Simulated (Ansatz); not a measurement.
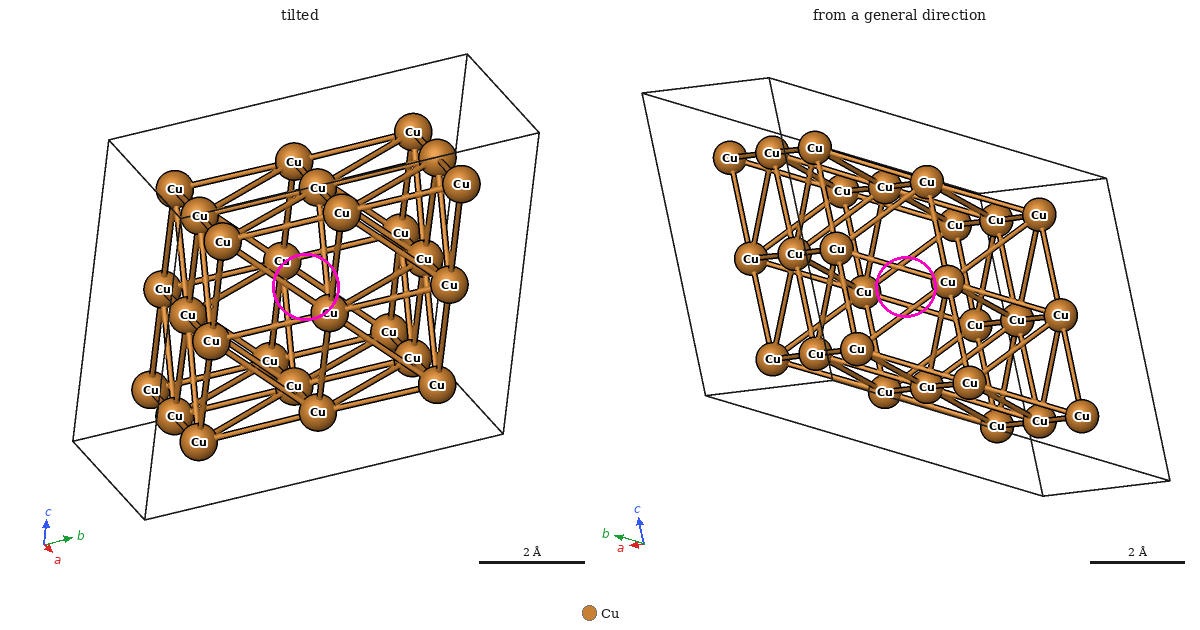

Structure drawing (ball-and-stick), viewed slightly off an axis and from a general direction. The lines enclose the supercell; boundary atoms appear with their images. The host is Cu, in a cell of 27 sites, and the cell is neutral. A ring marks the defect's site.

### Spot the defect.

A copper vacancy. Around the empty site lie twelve Cu at about 2.5 Å.

The atoms were relaxed in the host's cell with Ansatz 0.2.0, DFT PBE, scalar-relativistic, plane waves, PAW.
